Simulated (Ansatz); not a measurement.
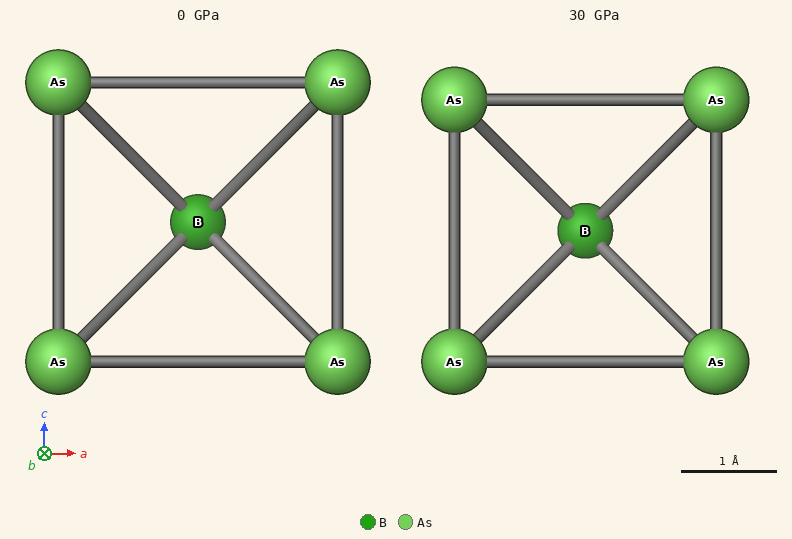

A crystal of BAs (a generated structure, set up in Pm-3m), relaxed (cell and atoms) at several target pressures. The picture shows the first and the last member. The picture is a ball-and-stick view of the cell of the calculation, seen along the b axis.

Computed with Ansatz 0.2.0: PBE, Ansatz PAW. (plane-wave cutoff 420 eV; k-point mesh 9 × 9 × 9; occupations fermi-dirac; smearing width 0.05 eV; no spin polarisation; cell and atoms relaxed; force threshold 0.01 eV/Å)

```json
{"pressure (GPa)": "0", "volume (Å³/atom)": "12.680", "a (Å)": "2.938"}
{"pressure (GPa)": "2", "volume (Å³/atom)": "12.434", "a (Å)": "2.919"}
{"pressure (GPa)": "5", "volume (Å³/atom)": "12.117", "a (Å)": "2.894"}
{"pressure (GPa)": "10", "volume (Å³/atom)": "11.675", "a (Å)": "2.858"}
{"pressure (GPa)": "20", "volume (Å³/atom)": "?", "a (Å)": "?"}
{"pressure (GPa)": "30", "volume (Å³/atom)": "10.459", "a (Å)": "2.755"}
```

**Fill in the missing row.**

Murnaghan's form V = V₀(1 + B′P/B₀)^(−1/B′), with V₀ = 12.680 Å³ from the row at zero pressure, fits the other rows with B₀ = 100 GPa and B′ = 4.28 (largest miss 0.008 Å³). At 20 GPa it gives 12.680 × (1 + 4.28 × 20/100)^(−1/4.28) = 10.974 Å³ per atom. The calculation gives 10.979 Å³/atom (a = 2.800 Å). The estimate is 0.005 Å³/atom too low. From the first member to the last: As–As 2.938 → 2.755 Å, As–B 2.544 → 2.386 Å.

The whole series:

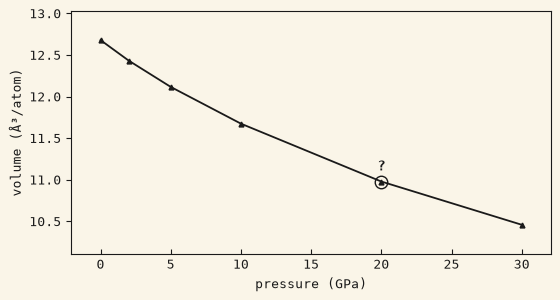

Each member starts from this one structure; whether another phase lies lower wasn't checked.
